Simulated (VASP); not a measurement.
**Geometry relaxation, with input and output: HfO$_{2}$ (part 2 of 2)**

The same run, continued: HfO$_{2}$ (3 atoms in the cell); Kohn-Sham DFT of a periodic cell, PBE, VASP PAW PBE potentials, recommended, no spin polarisation (VASP 6.6.1); cutoff 520 eV, 9×9×9 k-mesh, Gaussian smearing of 0.1 eV. The structure derives from an entry of the Crystallography Open Database.

Geometry of the input (Å; fractional positions):
```
0.0000  2.5575  2.5575
2.5575  0.0000  2.5575
2.5575  2.5575  0.0000
Hf 0.0000  0.0000  0.0000
O  0.2500  0.2500  0.2500
O  0.7500  0.7500  0.7500
```

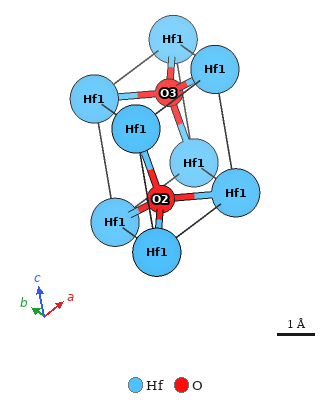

Figure 1. The geometry at step 1 of the log (ball-and-stick view of the cell of the calculation, seen slightly off an axis; atoms are numbered from 1 in the order of the input).

Parts of OUTCAR, continued:
```
--------------------------------------- Ionic step        1  -------------------------------------------

 number of electron      21.9999993 magnetization

 Free energy of the ion-electron system (eV)
  ---------------------------------------------------
  ext. energy  EPLUGINS =         0.00000000
  ---------------------------------------------------
  free energy    TOTEN  =       -30.23356052 eV

  energy without entropy =      -30.23356052  energy(sigma->0) =      -30.23356052

------------------------ aborting loop because EDIFF is reached ----------------------------------------

  FORCE on cell =-STRESS in cart. coord.  units (eV):
  Direction    XX          YY          ZZ          XY          YZ          ZX
  --------------------------------------------------------------------------------------
  -------------------------------------------------------------------------------------
  Total       -1.2517087     -1.2517087     -1.2517087     -0.0000000      0.0000000     -0.0000000
  in kB      -59.9427877    -59.9427877    -59.9427877     -0.0000000      0.0000000     -0.0000000
  external PRESSURE =     -59.9427877 kB  Pullay stress =       0.0000000 kB

 VOLUME and BASIS-vectors are now :
 -----------------------------------------------------------------------------
  energy-cutoff  :      520.00
  volume of cell :       33.46
      direct lattice vectors                 reciprocal lattice vectors
     0.000000000  2.557500000  2.557500000    -0.195503421  0.195503421  0.195503421
     2.557500000  0.000000000  2.557500000     0.195503421 -0.195503421  0.195503421
     2.557500000  2.557500000  0.000000000     0.195503421  0.195503421 -0.195503421

 POSITION                                       TOTAL-FORCE (eV/Angst)
 -----------------------------------------------------------------------------------
      0.00000      0.00000      0.00000        -0.000000      0.000000      0.000000
      1.27875      1.27875      1.27875        -0.000000     -0.000000     -0.000000
      3.83625      3.83625      3.83625         0.000000      0.000000      0.000000
 -----------------------------------------------------------------------------------
    total drift:                                0.000000      0.000000      0.000000

  FREE ENERGIE OF THE ION-ELECTRON SYSTEM (eV)
  ---------------------------------------------------
  free  energy   TOTEN  =       -30.2335605235 eV

  energy  without entropy=      -30.2335605235  energy(sigma->0) =      -30.23356052

--------------------------------------- Ionic step        2  -------------------------------------------

 number of electron      21.9999998 magnetization

------------------------ aborting loop because EDIFF is reached ----------------------------------------

  FORCE on cell =-STRESS in cart. coord.  units (eV):
  Direction    XX          YY          ZZ          XY          YZ          ZX
  --------------------------------------------------------------------------------------
  -------------------------------------------------------------------------------------
  Total        1.9165719      1.9165719      1.9165719      0.0000000      0.0000000      0.0000000
  in kB       97.5554447     97.5554447     97.5554447      0.0000000      0.0000000      0.0000000
  external PRESSURE =      97.5554447 kB  Pullay stress =       0.0000000 kB

 VOLUME and BASIS-vectors are now :
 -----------------------------------------------------------------------------
  energy-cutoff  :      520.00
  volume of cell :       31.48
      direct lattice vectors                 reciprocal lattice vectors
    -0.000000000  2.506021148  2.506021148    -0.199519466  0.199519466  0.199519466
     2.506021148  0.000000000  2.506021148     0.199519466 -0.199519466  0.199519466
     2.506021148  2.506021148 -0.000000000     0.199519466  0.199519466 -0.199519466

 POSITION                                       TOTAL-FORCE (eV/Angst)
 -----------------------------------------------------------------------------------
      5.01204      2.50602      2.50602         0.000000      0.000000     -0.000000
      1.25301      1.25301      1.25301         0.000000      0.000000      0.000000
      3.75903      3.75903      3.75903        -0.000000     -0.000000     -0.000000
 -----------------------------------------------------------------------------------
    total drift:                                0.000000      0.000000      0.000000

  FREE ENERGIE OF THE ION-ELECTRON SYSTEM (eV)
  ---------------------------------------------------
  free  energy   TOTEN  =       -30.2155137048 eV

  energy  without entropy=      -30.2155137048  energy(sigma->0) =      -30.21551370

--------------------------------------- Ionic step        3  -------------------------------------------

 number of electron      21.9999991 magnetization

 Free energy of the ion-electron system (eV)
  ---------------------------------------------------
  ext. energy  EPLUGINS =         0.00000000
  ---------------------------------------------------
  free energy    TOTEN  =       -30.24943386 eV

  energy without entropy =      -30.24943386  energy(sigma->0) =      -30.24943386

 E-fermi :   4.6628     XC(G=0): -11.8299     alpha+bet :-12.7661

 val. band max:        4.2139413930   @ k =  -0.4444   0.4444   0.0000
 cond. band min:       8.1211571067   @ k =   0.4444   0.4444   0.0000
 fundamental gap:      3.9072157137
 Fermi energy:         4.6628083277

 k-point     1 :       0.0000    0.0000    0.0000
  band No.  band energies     occupation
      1     -25.4306      2.00000
      2     -25.4306      2.00000
      3     -25.4306      2.00000
      4     -14.4569      2.00000
      5     -11.4317      2.00000
      6      -1.0671      2.00000
      7      -1.0671      2.00000
      8      -1.0671      2.00000
      9       3.6593      2.00000
     10       3.6593      2.00000
     11       3.6593      2.00000
     12       8.1417      0.00000
     13       8.1417      0.00000
     14      10.0891      0.00000
     15      14.6664      0.00000

 k-point     2 :       0.1111    0.0000    0.0000
  band No.  band energies     occupation
      1     -25.4842      2.00000
      2     -25.4365      2.00000
      3     -25.4365      2.00000
      4     -14.2913      2.00000
      5     -11.5682      2.00000
      6      -0.9475      2.00000
      7      -0.9475      2.00000
      8      -0.7358      2.00000
      9       3.2883      2.00000
     10       3.4295      2.00000
     11       3.4295      2.00000
     12       8.3770      0.00000
     13       8.3770      0.00000
     14      10.5899      0.00000
     15      14.0946      0.00000

 k-point     3 :       0.2222    0.0000    0.0000
  band No.  band energies     occupation
      1     -25.6155      2.00000
      2     -25.4511      2.00000
      3     -25.4511      2.00000
      4     -13.8767      2.00000
      5     -11.8680      2.00000
      6      -0.6376      2.00000
      7      -0.6376      2.00000
      8       0.0795      2.00000
      9       2.5019      2.00000
     10       2.9680      2.00000
     11       2.9680      2.00000
     12       8.7867      0.00000
     13       8.7867      0.00000
     14      11.3112      0.00000
     15      13.4223      0.00000

 k-point     4 :       0.3333    0.0000    0.0000
  band No.  band energies     occupation
      1     -25.7578      2.00000
      2     -25.4677      2.00000
      3     -25.4677      2.00000
      4     -13.4449      2.00000
      5     -12.1041      2.00000
      6      -0.2821      2.00000
      7      -0.2821      2.00000
      8       0.9539      2.00000
      9       1.7449      2.00000
     10       2.6011      2.00000
     11       2.6011      2.00000
     12       8.9537      0.00000
     13       8.9537      0.00000
     14      11.1272      0.00000
     15      13.7221      0.00000

 k-point     5 :       0.4444    0.0000    0.0000
  band No.  band energies     occupation
      1     -25.8471      2.00000
      2     -25.4785      2.00000
      3     -25.4785      2.00000
      4     -13.2439      2.00000
      5     -12.1412      2.00000
      6      -0.0608      2.00000
      7      -0.0608      2.00000
      8       1.2851      2.00000
      9       1.4750      2.00000
     10       2.4505      2.00000
     11       2.4505      2.00000
     12       8.8873      0.00000
     13       8.8873      0.00000
     14      11.1718      0.00000
     15      13.4773      0.00000

 [... the levels of 18 k-points are left out ...]

 k-point    24 :       0.4444    0.4444    0.0000
  band No.  band energies     occupation
      1     -25.8716      2.00000
      2     -25.5490      2.00000
      3     -25.5490      2.00000
      4     -12.6811      2.00000
      5     -12.3815      2.00000
      6      -2.0547      2.00000
      7       0.6894      2.00000
      8       0.6894      2.00000
      9       2.8456      2.00000
     10       2.8456      2.00000
     11       4.0213      2.00000
     12       8.1212      0.00000
     13       9.6977      0.00000
     14      11.0981      0.00000
     15      12.4300      0.00000

 [... further k-points ...]

------------------------ aborting loop because EDIFF is reached ----------------------------------------

  FORCE on cell =-STRESS in cart. coord.  units (eV):
  Direction    XX          YY          ZZ          XY          YZ          ZX
  --------------------------------------------------------------------------------------
  -------------------------------------------------------------------------------------
  Total       -0.0059709     -0.0059709     -0.0059709      0.0000000      0.0000000     -0.0000000
  in kB       -0.2931454     -0.2931454     -0.2931454      0.0000000      0.0000000     -0.0000000
  external PRESSURE =      -0.2931454 kB  Pullay stress =       0.0000000 kB

 VOLUME and BASIS-vectors are now :
 -----------------------------------------------------------------------------
  energy-cutoff  :      520.00
  volume of cell :       32.63
      direct lattice vectors                 reciprocal lattice vectors
    -0.000000000  2.536369985  2.536369985    -0.197132123  0.197132123  0.197132123
     2.536369985  0.000000000  2.536369985     0.197132123 -0.197132123  0.197132123
     2.536369985  2.536369985 -0.000000000     0.197132123  0.197132123 -0.197132123

 POSITION                                       TOTAL-FORCE (eV/Angst)
 -----------------------------------------------------------------------------------
     -0.00000      0.00000      0.00000        -0.000000     -0.000000     -0.000000
      1.26818      1.26818      1.26818        -0.000000     -0.000000      0.000000
      3.80455      3.80455      3.80455         0.000000      0.000000     -0.000000
 -----------------------------------------------------------------------------------
    total drift:                                0.000000      0.000000      0.000000

  FREE ENERGIE OF THE ION-ELECTRON SYSTEM (eV)
  ---------------------------------------------------
  free  energy   TOTEN  =       -30.2494338553 eV

  energy  without entropy=      -30.2494338553  energy(sigma->0) =      -30.24943386

 reached required accuracy - stopping structural energy minimisation
```

CONTCAR:
```
HfO2
   1.00000000000000
    -0.0000000000000000    2.5363699851364139    2.5363699851364139
     2.5363699851364139    0.0000000000000000    2.5363699851364139
     2.5363699851364139    2.5363699851364139   -0.0000000000000000
  Hf              O
     1     2
Direct
     0.0000000000000000    0.0000000000000000    0.0000000000000000
     0.2500000000000000    0.2500000000000000    0.2500000000000000
     0.7500000000000000    0.7500000000000000    0.7500000000000000

  0.00000000E+00  0.00000000E+00  0.00000000E+00
  0.00000000E+00  0.00000000E+00  0.00000000E+00
  0.00000000E+00  0.00000000E+00  0.00000000E+00
```

Trajectory as extended XYZ (Å, eV, eV/Å), 3 frames, from step=0 to step=2:
```
3
Lattice="0.0000 2.5575 2.5575 2.5575 0.0000 2.5575 2.5575 2.5575 0.0000" Properties=species:S:1:pos:R:3:forces:R:3 step=0 energy=-30.23356
Hf    0.0000    0.0000    0.0000    0.0000   0.0000   0.0000
O     1.2788    1.2788    1.2788    0.0000   0.0000   0.0000
O     3.8363    3.8363    3.8363    0.0000   0.0000   0.0000
3
Lattice="-0.0000 2.5060 2.5060 2.5060 0.0000 2.5060 2.5060 2.5060 -0.0000" Properties=species:S:1:pos:R:3:forces:R:3 step=1 energy=-30.21551
Hf    5.0120    2.5060    2.5060    0.0000   0.0000   0.0000
O     1.2530    1.2530    1.2530    0.0000   0.0000   0.0000
O     3.7590    3.7590    3.7590    0.0000   0.0000   0.0000
3
Lattice="-0.0000 2.5364 2.5364 2.5364 0.0000 2.5364 2.5364 2.5364 -0.0000" Properties=species:S:1:pos:R:3:forces:R:3 step=2 energy=-30.24943
Hf    0.0000    0.0000    0.0000    0.0000   0.0000   0.0000
O     1.2682    1.2682    1.2682    0.0000   0.0000   0.0000
O     3.8046    3.8046    3.8046    0.0000   0.0000   0.0000
```

Summary:

- outcome: converged
- space group (tolerance 0.01 Å): Fm-3m (225)
- electrons treated: 22
- free energy: −30.2494 eV
- Fermi energy: 4.663 eV
- gap on the k-point mesh: 3.91 eV
- pressure: −0.03 GPa
- final volume: 32.63 Å³
- largest force (length of the vector) at the end: under 0.001 eV/Å
- final cell: a = 3.587 Å, b = 3.587 Å, c = 3.587 Å, α = 60.00°, β = 60.00°, γ = 60.00°
- wall time: 25 s
- peak memory: 0.17 GiB

Notes:

Spin–orbit coupling is left out, which matters for Hf.
